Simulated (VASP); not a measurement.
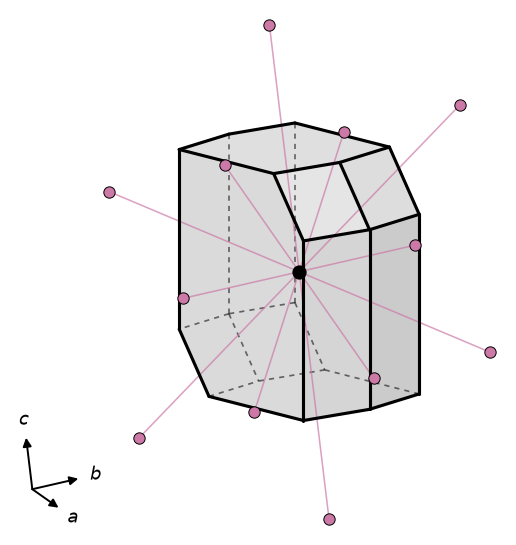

The Wigner–Seitz cell of the crystal's lattice, with lines to the lattice points that define its faces. Crystal: Ga2O3, the end point of a relaxation with VASP 6.6.1, VASP Kohn-Sham DFT of a periodic cell, PBEsol with D4, VASP PAW PBE potentials, recommended. All values are computed from the atomic coordinates in the standard setting (tolerance 0.002 Å).

a = 12.190 Å, b = 3.036 Å, c = 5.786 Å, α = 90.00°, β = 103.70°, γ = 90.00°; lattice centring C.

Describe the polyhedron.

An elongated dodecahedron: 12 faces (8 with 4 edges, 4 with 6 edges), 28 edges, 18 vertices. Its volume is that of the primitive cell, 104.0 Å³.

Which lattice vectors do the faces bisect?

```tsv
example	length (Å)	faces	edges of each	area (Å²)
b	3.04	2	6	32.0
c	5.79	2	6	14.8
1/2 a + 1/2 b	6.28	4	4	7.0
1/2 a + 1/2 b + c	7.50	4	4	2.8
```
